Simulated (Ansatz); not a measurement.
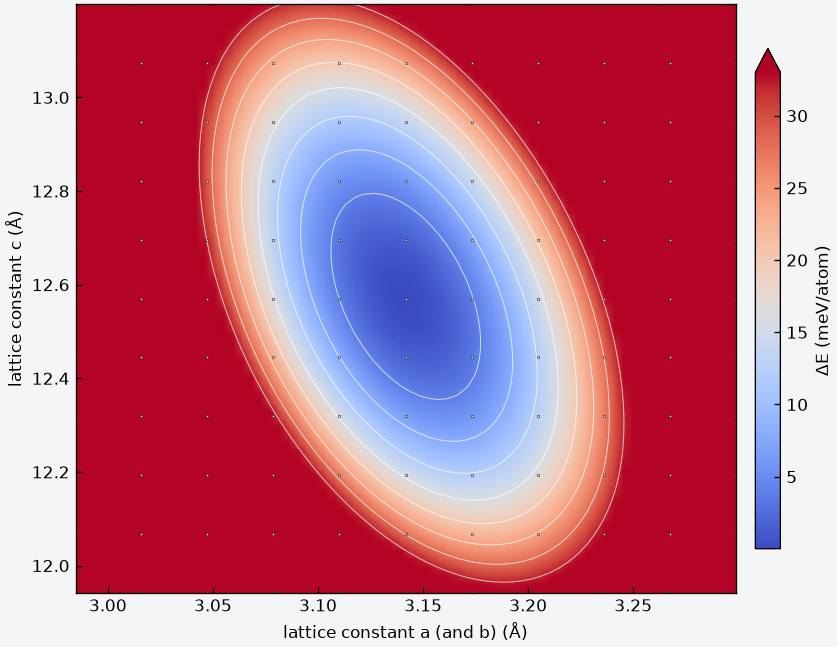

MoS2 (P6_3/mmc, No. 194; 6 atoms in the cell). The energy is mapped over the lattice constants a and c of the conventional cell. The first coordinate is: lattice constant a (and b); the second: lattice constant c. Nothing is relaxed (fractional coordinates fixed). The grid has 11 × 11 points. Points are written as (first, second). Energies: meV/atom, counted from the lowest grid point. The band gap closes in part of the range. Level of theory: DFT PBEsol, scalar-relativistic, plane waves, PAW (Ansatz). Settings: cutoff 420 eV, k-mesh 12×12×2 in the order of the run's cell vectors, cold smearing 0.2 eV, no spin polarisation.

Drawn: a smooth colour map with a few white contour lines, dots at the grid points, one colour for all values above the top of the scale. Between grid points the surface is interpolated.

Question: Estimate the position of the minimum and the force constants in these coordinates.

Answer: The interpolated minimum is at lattice constant a (and b) ≈ 3.142 Å, lattice constant c ≈ 12.570 Å. The curvatures there are about 47 eV/Å² and 1.2 eV/Å², with a cross term of about 3.4 eV/Å² (per cell of 6 atoms). Round the minimum the valley is somewhat tilted: raising lattice constant a (and b) shifts the best value of lattice constant c downwards (coupling k₁₂/√(k₁₁k₂₂) about 0.4).
